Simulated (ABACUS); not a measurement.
## LiH: band-structure run (part 2 of 2)

Continued. System: LiH (Fm-3m, 2 atoms in the cell). Method: Kohn-Sham DFT of a periodic cell, r2SCAN, SG15 ONCV 1.2 PBE, no spin polarisation (ABACUS 3.10.1); cutoff 1170.09 eV, 7×7×7 k-mesh, fermi-dirac of 0.05 eV. The structure derives from an entry of the Crystallography Open Database.

Geometry of the input (Å; fractional positions):
```
2.8804  0.0000  0.0000
1.4402  2.4945  0.0000
1.4402  0.8315  2.3518
Li 0.0000  0.0000  0.0000
H  0.5000  0.5000  0.5000
```

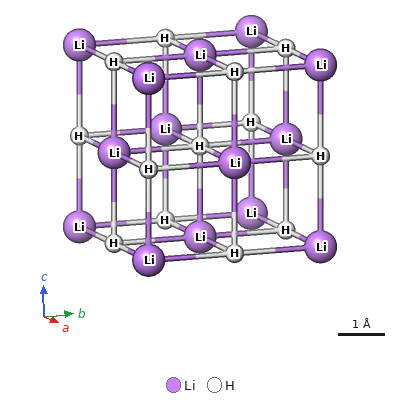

**Figure 1.** The input geometry (ball-and-stick view of the cell 4 times as large as that of the calculation, set on its symmetry axes, seen slightly off an axis). An atom can appear more than once, as a periodic image.

The program's output, continued:
```
 SETUP PLANE WAVES FOR WAVE FUNCTIONS
     energy cutoff for wavefunc (unit:Ry) = 86
              fft grid for wave functions = [ 36, 36, 36 ]
                    number of plane waves = 1837
                         number of sticks = 199

 PARALLEL PW FOR WAVE FUNCTIONS
     PROC   COLUMNS(POT)             PW
        1            199           1837
 --------------- sum -------------------
        1            199           1837

 SETUP NONLOCAL PSEUDOPOTENTIALS IN PLANE WAVE BASIS
 Li non-local projectors:
 projector 1 L=0
 projector 2 L=0
 projector 3 L=1
 projector 4 L=1
 H non-local projectors:
 projector 1 L=0
 projector 2 L=0
      TOTAL NUMBER OF NONLOCAL PROJECTORS = 10

 Init Non-Local PseudoPotential table :
 Init Non-Local-Pseudopotential done.

                                     npwx = 1531

 -------------------------------------------
 SELF-CONSISTENT
 -------------------------------------------
                                 init_chg = atomic

 PW ALGORITHM --------------- ION=   1  ELEC=   1--------------------------------

 Density error is 0.0690195659895
                          Error Threshold = 0.01
----------------------------------------------------------
     Energy           Rydberg                 eV
----------------------------------------------------------
 E_KohnSham     -15.4811155464       -210.6313828278
 E_Harris       -15.7464269120       -214.2411291444
 E_Fermi        0.1097211826         1.4928332751
----------------------------------------------------------

 PW ALGORITHM --------------- ION=   1  ELEC=   2--------------------------------

 Density error is 0.0038174033636
                          Error Threshold = 0.00172548914974
----------------------------------------------------------
     Energy           Rydberg                 eV
----------------------------------------------------------
 E_KohnSham     -15.5067035677       -210.9795257178
 E_Harris       -15.5726583252       -211.8768862294
 E_Fermi        0.1379691359         1.8771663968
----------------------------------------------------------

 PW ALGORITHM --------------- ION=   1  ELEC=   3--------------------------------

 Density error is 9.06475953541e-05
                          Error Threshold = 9.543508409e-05
----------------------------------------------------------
     Energy           Rydberg                 eV
----------------------------------------------------------
 E_KohnSham     -15.5074711586       -210.9899693274
 E_Harris       -15.5108255363       -211.0356079781
 E_Fermi        0.2158259586         2.9364628127
----------------------------------------------------------

 PW ALGORITHM --------------- ION=   1  ELEC=   4--------------------------------

 Density error is 9.45690301561e-07
                          Error Threshold = 2.26618988385e-06
----------------------------------------------------------
     Energy           Rydberg                 eV
----------------------------------------------------------
 E_KohnSham     -15.5074935831       -210.9902744283
 E_Harris       -15.5074375832       -210.9895125111
 E_Fermi        0.2157807625         2.9358478888
----------------------------------------------------------

 PW ALGORITHM --------------- ION=   1  ELEC=   5--------------------------------

 Density error is 4.16993561582e-08
                          Error Threshold = 2.3642257539e-08
----------------------------------------------------------
     Energy           Rydberg                 eV
----------------------------------------------------------
 E_KohnSham     -15.5074935668       -210.9902742064
 E_Harris       -15.5073092908       -210.9877670029
 E_Fermi        0.2158353131         2.9365900883
----------------------------------------------------------

 PW ALGORITHM --------------- ION=   1  ELEC=   6--------------------------------

 Density error is 6.27217549737e-10
                          Error Threshold = 1.04248390395e-09
----------------------------------------------------------
     Energy           Rydberg                 eV
----------------------------------------------------------
 E_KohnSham     -15.5074935777       -210.9902743557
 E_KS(sigma->0) -15.5074935777       -210.9902743557
 E_Harris       -15.5075043687       -210.9904211738
 E_band         -6.9358391716        -94.3669331447
 E_one_elec     -7.7569010812        -105.5380535270
 E_Hartree      3.1181132099         42.4241066642
 E_xc           -4.0632518922        -55.2833781434
 E_Ewald        -6.8054538142        -92.5929493494
 E_entropy(-TS) -0.0000000000        -0.0000000000
 E_descf        0.0000000000         0.0000000000
 E_exx          0.0000000000         0.0000000000
 E_Fermi        0.2159564614         2.9382383951
----------------------------------------------------------

 charge density convergence is achieved
 final etot is -210.99027436 eV
 EFERMI = 2.9382383951 eV

 STATE ENERGY(eV) AND OCCUPATIONS    NSPIN == 1
 1/5 kpoint (Cartesian) = 0.0000 0.0000 0.0000 (1471 pws)
       1       -45.1592     0.00583090
       2       -5.16963     0.00583090
       3        17.0573        0.00000
       4        18.8942        0.00000
       5        18.8942        0.00000
       6        18.8942        0.00000
       7        23.5145        0.00000
       8        23.5145        0.00000
       9        23.5145        0.00000
      10        25.2284        0.00000
      11        29.4151        0.00000
      12        29.4151        0.00000

 2/5 kpoint (Cartesian) = 0.049596 0.028634 0.020248 (1522 pws)
       1       -45.1520      0.0466472
       2       -4.80085      0.0466472
       3        14.0803        0.00000
       4        17.3760        0.00000
       5        18.2165        0.00000
       6        18.2165        0.00000
       7        23.3880        0.00000
       8        24.9600        0.00000
       9        24.9600        0.00000
      10        26.1429        0.00000
      11        26.1429        0.00000
      12        30.2036        0.00000

 3/5 kpoint (Cartesian) = 0.099193 0.057269 0.040495 (1525 pws)
       1       -45.1358      0.0466472
       2       -3.77131      0.0466472
       3        9.34428    1.06332e-57
       4        15.7191        0.00000
       5        17.5624        0.00000
       6        17.5624        0.00000
       7        22.1545        0.00000
       8        22.1545        0.00000
       9        25.3695        0.00000
      10        29.4657        0.00000
      11        29.4657        0.00000
      12        33.9508        0.00000

 4/5 kpoint (Cartesian) = 0.14879 0.085903 0.060743 (1531 pws)
       1       -45.1228      0.0466472
       2       -2.55410      0.0466472
       3        6.09547    1.75977e-29
       4        14.7745        0.00000
       5        17.6319        0.00000
       6        17.6319        0.00000
       7        19.9306        0.00000
       8        19.9306        0.00000
       9        28.0115        0.00000
      10        34.1389        0.00000
      11        34.8180        0.00000
      12        34.8180        0.00000

 5/5 kpoint (Cartesian) = 0.049596 0.028634 -0.040495 (1511 pws)
       1       -45.1496      0.0349854
       2       -4.66693      0.0349854
       3        14.6177        0.00000
       4        16.1591        0.00000
       5        16.1591        0.00000
       6        19.7044        0.00000
       7        19.9581        0.00000
       8        25.2130        0.00000
       9        27.5170        0.00000
      10        27.5170        0.00000
      11        30.3988        0.00000
      12        30.3988        0.00000

------------------------------------------------------------------------------------------
 TOTAL-FORCE (eV/Angstrom)
------------------------------------------------------------------------------------------
                       Li1         0.0000000000         0.0000000000         0.0000000000
                        H1         0.0000000000         0.0000000000         0.0000000000
------------------------------------------------------------------------------------------

----------------------------------------------------------------
 TOTAL-STRESS (KBAR)
----------------------------------------------------------------
       -31.6005988007        -0.0000000000        -0.0000000000
         0.0000000000       -31.6005987999         0.0000000000
        -0.0000000000         0.0000000000       -31.6005987997
----------------------------------------------------------------
 TOTAL-PRESSURE: -31.600599 KBAR

 --------------------------------------------
 !FINAL_ETOT_IS -210.9902743556617679 eV
 --------------------------------------------
```

Standard output:
```
ABACUS v3.10.1

               Atomic-orbital Based Ab-initio Computation at UStc

 dft_functional readin is: MGGA_X_R2SCAN+MGGA_C_R2SCAN
 dft_functional in pseudopot file is: PBE
 Please make sure this is what you need
 dft_functional readin is: MGGA_X_R2SCAN+MGGA_C_R2SCAN
 dft_functional in pseudopot file is: PBE
 Please make sure this is what you need

%%%%%%%%%%%%%%%%%%%%%%%%%%%%%%%%%%%%%%%%%%%%%%%%%%%%%%%%%%%%%%%%%%%%%%%%%%%%%%%%%%%%%%%%%%%%%%%%%%%%%%%%%
 Warning: the number of valence electrons in pseudopotential > 1 for Li: [He] 2s1
 Pseudopotentials with additional electrons can yield (more) accurate outcomes, but may be less efficient.
 If you're confident that your chosen pseudopotential is appropriate, you can safely ignore this warning.
%%%%%%%%%%%%%%%%%%%%%%%%%%%%%%%%%%%%%%%%%%%%%%%%%%%%%%%%%%%%%%%%%%%%%%%%%%%%%%%%%%%%%%%%%%%%%%%%%%%%%%%%%

 UNIFORM GRID DIM        : 36 * 36 * 36
 UNIFORM GRID DIM(BIG)   : 36 * 36 * 36
func,idMGGA_X_R2SCAN 497
func,idMGGA_C_R2SCAN 498
 ---------------------------------------------------------
 Self-consistent calculations for electrons
 ---------------------------------------------------------
 SPIN    KPOINTS         PROCESSORS  THREADS
 1       20              4           4
 ---------------------------------------------------------
 Use plane wave basis
 ---------------------------------------------------------
 ELEMENT NATOM       XC
 Li      1
 H       1
 ---------------------------------------------------------
 Initial plane wave basis and FFT box
 ---------------------------------------------------------
 -------------------------------------------
 SELF-CONSISTENT :
 -------------------------------------------
 START CHARGE      : atomic
 ITER       ETOT/eV          EDIFF/eV         DRHO         DKIN     TIME/s
 DA1     -2.10631383e+02   0.00000000e+00   6.9020e-02   7.4923e-01   2.90
 DA2     -2.10979526e+02  -3.48142890e-01   3.8174e-03   8.1632e-02   1.61
 DA3     -2.10989969e+02  -1.04436095e-02   9.0648e-05   6.8889e-03   1.33
 DA4     -2.10990274e+02  -3.05100909e-04   9.4569e-07   2.3642e-03   1.65
 DA5     -2.10990274e+02   2.21909787e-07   4.1699e-08   7.7908e-05   1.27
 DA6     -2.10990274e+02  -1.49291509e-07   6.2722e-10   1.0637e-04   1.59
----------------------------------------------------------------
 TOTAL-STRESS (KBAR)
----------------------------------------------------------------
       -31.6005988007        -0.0000000000        -0.0000000000
         0.0000000000       -31.6005987999         0.0000000000
        -0.0000000000         0.0000000000       -31.6005987997
----------------------------------------------------------------
 TOTAL-PRESSURE: -31.600599 KBAR
```

Summary:

- outcome: converged
- space group (tolerance 0.01 Å): Fm-3m (225)
- electrons treated: 4
- free energy: −210.9903 eV
- Fermi energy: 2.938 eV
- gap on the k-point mesh: 4.16 eV
- pressure: −3.16 GPa
- largest force (length of the vector): under 0.001 eV/Å
- wall time: 13 s (CPU time 47 s)
- peak memory: 0.36 GiB
